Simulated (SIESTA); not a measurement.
# MoS₂: 7 runs along one coordinate

System: MoS₂ (6 atoms in the cell).
Method: Kohn-Sham DFT of a periodic cell, PBEsol, PseudoDojo 0.4 standard, converted to PSML, no spin polarisation (SIESTA 5.4.2).

The 7 runs differ only in the geometry, by an even scaling of the cell at fixed fractional positions. The structure derives from an entry of the Crystallography Open Database.

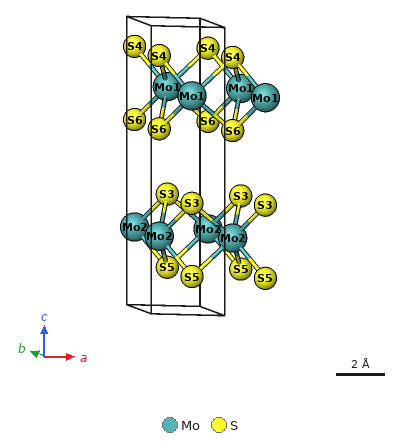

Figure 1. The structure of run 4 (ball-and-stick view of the cell of the calculation, repeated 2 × 2 × 1, seen slightly off an axis; atoms are numbered from 1 in the order of the input). An atom can appear more than once, as a periodic image.

### Input of run 4
```
SystemName                      MoS2
SystemLabel                     MoS2
NumberOfSpecies                 2
NumberOfAtoms                   6
%block ChemicalSpeciesLabel
  1  42 Mo
  2  16 S
%endblock ChemicalSpeciesLabel

LatticeConstant                 1.0 Ang
%block LatticeVectors
     3.1690000000     0.0000000000     0.0000000000
    -1.5845000000     2.7444345046     0.0000000000
     0.0000000000     0.0000000000    12.3240000000
%endblock LatticeVectors
AtomicCoordinatesFormat         Fractional
%block AtomicCoordinatesAndAtomicSpecies
     0.6666666667     0.3333333333     0.7500000000  1  Mo
     0.3333333333     0.6666666667     0.2500000000  1  Mo
     0.6666666667     0.3333333333     0.3770000000  2  S
     0.3333333333     0.6666666667     0.8770000000  2  S
     0.6666666667     0.3333333333     0.1230000000  2  S
     0.3333333333     0.6666666667     0.6230000000  2  S
%endblock AtomicCoordinatesAndAtomicSpecies

%block kgrid.MonkhorstPack
    8   0   0  0.0
    0   8   0  0.0
    0   0   2  0.0
%endblock kgrid.MonkhorstPack
XC.Functional                   GGA
XC.Authors                      PBEsol
PAO.BasisSize                   DZP
PAO.EnergyShift                 0.003 Ry
Mesh.Cutoff                     800 Ry
OccupationFunction              FD
ElectronicTemperature           0.05 eV
MaxSCFIterations                120
SCF.MustConverge                false
SCF.Mixer.Method                Pulay
SCF.Mixer.Weight                0.25
SCF.Mixer.History               8
SCF.DM.Tolerance                5.0e-05
SCF.H.Tolerance                 1.0e-03 eV
WriteForces                     true
Charge.Mulliken                 end
%block PAO.Basis
  Mo 5
  n=4 0 2
    3.234 0.000
  n=5 0 2
    8.897 0.000
  n=4 1 2
    3.729 0.000
  n=5 1 1
    8.897
  n=4 2 2
    6.735 0.000
%endblock PAO.Basis
```

Command:
```bash
siesta MoS2.fdf > MoS2.out 2>&1
```

Run 6 differs from it as follows:
```diff
-     3.1690000000     0.0000000000     0.0000000000
-    -1.5845000000     2.7444345046     0.0000000000
-     0.0000000000     0.0000000000    12.3240000000
+     3.2107021507     0.0000000000     0.0000000000
+    -1.6053510754     2.7805496265     0.0000000000
+     0.0000000000     0.0000000000    12.4861764927
```

### Results, with one run withheld

```tsv
run	volume per atom (Å³)	free energy per atom, from the lowest run given (meV)	pressure (GPa)	gap on the mesh (eV)
1	16.792	33.50	10.77	0.95
2	17.149	14.06	6.73	0.96
3	17.507	3.17	3.10	0.98
4	17.864	0.00	−0.17	0.99
5	18.221	3.73	−3.10	1.00
6	18.578	?	?	?
7	18.936	29.09	−8.08	1.01
```

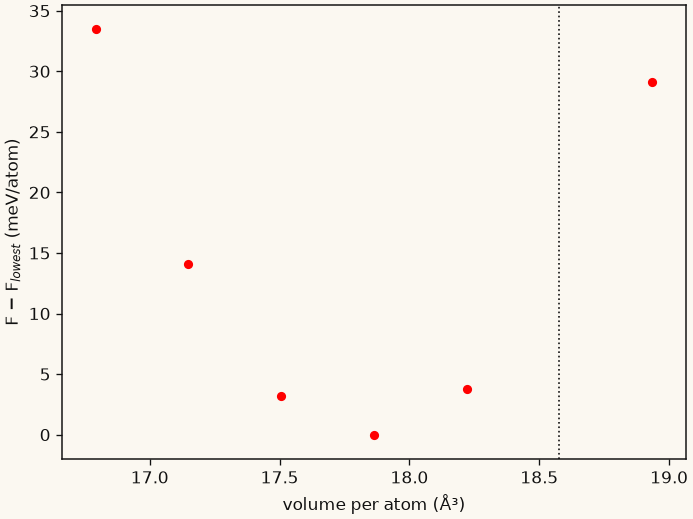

Figure 2. Free energy per atom of the runs given; the dotted line marks run 6.

Estimate the energy of run 6 from the others.

A cubic polynomial in V^(−2/3) (the Birch–Murnaghan form), fitted to the 6 runs given, misses them by at most 0.01 meV per atom. With x = V^(−2/3) − 0.14712 Å⁻², it reads F = 0.40312 + 1219.3 x + 9.0974e+05 x² + 1.4463e+06 x³ (meV per atom). At run 6 it gives 13.62 meV per atom, and the run itself gives 13.61. The slope of the fit gives a pressure −dF/dV of −5.73 GPa there, and the run prints −5.73 GPa. The fit has its minimum at 17.843 Å³ per atom, where V d²F/dV² gives 155 GPa. Cell shape and fractional positions are held, so this is the stiffness under even scaling; the relaxed bulk modulus wasn't computed and can be far lower in a crystal of layers, chains or molecules like this one. The gap on the mesh goes, without turning, from 0.95 eV in run 1 to 1.01 eV in run 7; run 6 has 1.01 eV. These are gaps of this functional on this mesh, which can miss the band edges; they aren't the measured gap.

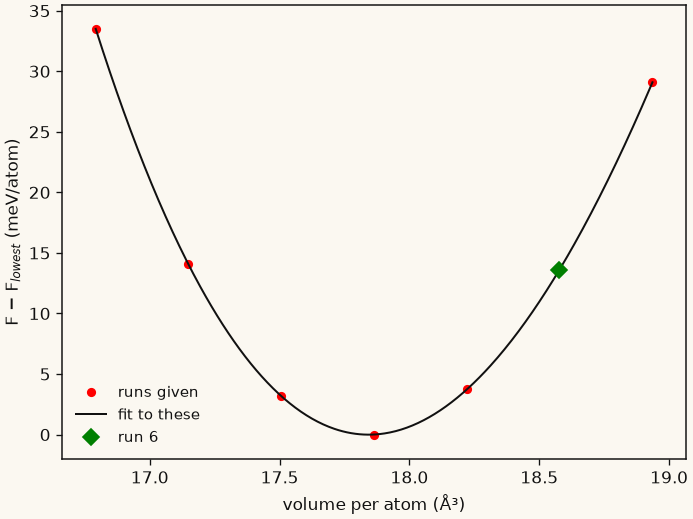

Figure 3. The fit and the withheld run.

### Some lines of the output (run 6)
```
[...]
outcell: Cell volume (Ang**3)        :    111.4705
stepf: Fermi-Dirac step function
siesta: Etot    =     -5009.548971
siesta: FreeEng =     -5009.548976
        iscf     Eharris(eV)        E_KS(eV)     FreeEng(eV)     dDmax    Ef(eV) dHmax(eV)
siesta: E_KS(eV) =            -5027.7962
siesta: E_KS - E_eggbox =     -5027.7962
siesta: Etot    =     -5027.796155
siesta: FreeEng =     -5027.796158
siesta:         Fermi =      -4.596302
siesta: Cell volume =        111.470549 Ang**3
    Orbital volume contribution        =           5.618158 eV
```

Notes: Points of doubt noted for this run: mulliken charges of long orbitals. With a small basis of atomic orbitals these values can differ much from converged plane-wave results.
